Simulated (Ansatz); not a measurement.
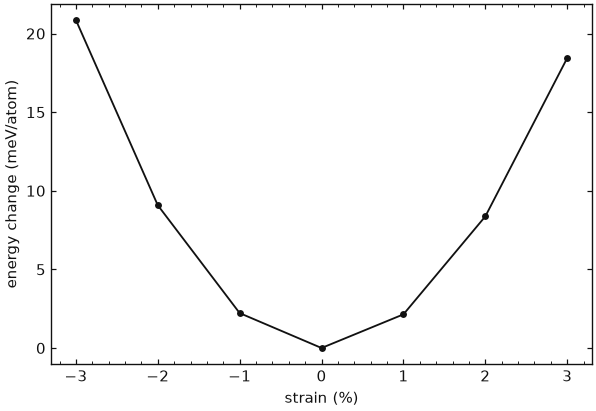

The picture above shows the energy change against strain for ZrS₂, space group P-3m1 (No. 164).

Cell as given: a = 3.627 Å, b = 3.627 Å, c = 5.887 Å, α = 90.00°, β = 90.00°, γ = 120.00°; 3 atoms.

How it was computed, with Ansatz 0.2.0: energy, stress and cell of a relaxed crystal along a series of strains, atoms and what the cell freedom names relaxed within the symmetry; plane waves with PAW datasets, Γ-centred k mesh; energies extrapolated to zero smearing. Level: PBEsol, no spin polarisation.

wave cutoff 420 eV; k mesh 12×12×6; occupations Gaussian; smearing width 0.02 eV; strain kind biaxial in the ab plane; cell freedom length and tilt of c free.

Give the values behind the plot as a table.

```tsv
strain (%)	energy change (meV/atom)
-3	20.86
-2	9.08
-1	2.22
0	0.00
1	2.14
2	8.37
3	18.44
```

Keep in mind: a crossing between the sampled k points may be missed.
